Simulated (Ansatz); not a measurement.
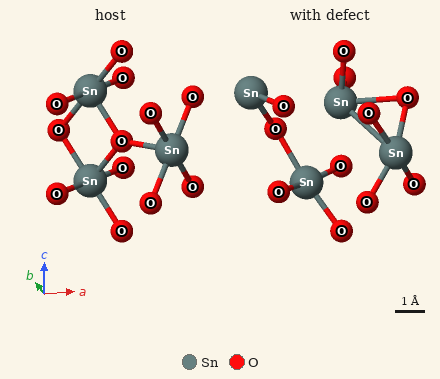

Left: perfect SnO$_{2}$. Right: the same region with one point defect, after relaxing the atoms in a supercell of 72 sites. Style: ball-and-stick. Shown: the atoms within 3.3 Å of one point, slightly off an axis.

All numbers below come from DFT, PBEsol, PAW, plane waves in Ansatz. Settings: plane-wave cutoff 420 eV; k-point mesh 1 × 1 × 1; mesh shifted by (0.25, 0.25, 0.25); collinear spin. Fermi-Dirac smearing of 0.01 eV. A uniform background neutralises the charged cell. The axes drawn are those of the host's conventional cell.

Q: What kind of defect was made?

A: An oxygen atom is replaced by tin.

The charge state of the cell is +3.

Q: How does the lattice respond?

A: In the host the O atom has 3 Sn at 2.07 Å; the Sn atom ends with 3 O at 2.01 to 2.39 Å. Of the host's atoms, a tin atom moves furthest from its site, by 2.08 Å. The Sn atom itself moves 1.35 Å from where it was put. The cell ends without a net magnetic moment.

Limits of the set-up: the cell is charged, on a uniform background, and energies carry no finite-size correction.
